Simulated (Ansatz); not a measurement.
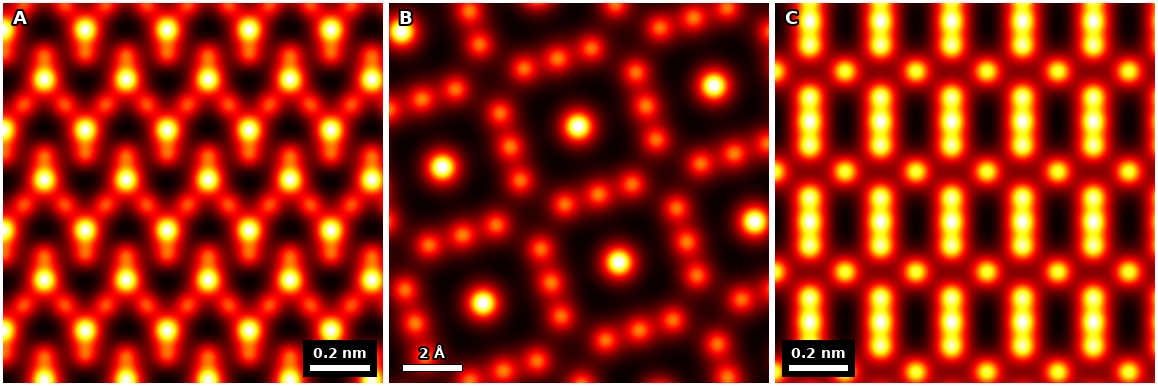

Three views of Si (Pm-3n, No. 223) along different zone axes. Simulated as the projected potential of neutral atoms (B = 0.5 Å²) blurred by a 0.50 Å probe, the thin-sample limit of integrated differential phase contrast. Structure: the geometry relaxed with Ansatz, DFT, LDA (PW92), plane waves (420 eV) with PAW, scalar-relativistic; the starting structure was generated, so it need not be a known form of this composition.

```
Si
1.0
     4.85148    0.00000    0.00000
     0.00000    4.85148    0.00000
     0.00000    0.00000    4.85148
Si
8
Direct
  0.00000 0.00000 0.00000
  0.50000 0.50000 0.50000
  0.25000 0.00000 0.50000
  0.75000 0.00000 0.50000
  0.50000 0.25000 0.00000
  0.50000 0.75000 0.00000
  0.00000 0.50000 0.25000
  0.00000 0.50000 0.75000
```

> Match the panels to the zone axes [001], [110] and [211].

A is [211]: projected cell 2.80 × 3.43 Å, 90°, plane group p2mg. B is [001]: projected cell 4.85 × 4.85 Å, 90°, plane group p4mm. C is [110]: projected cell 2.43 × 3.43 Å, 90°, plane group p2mm.
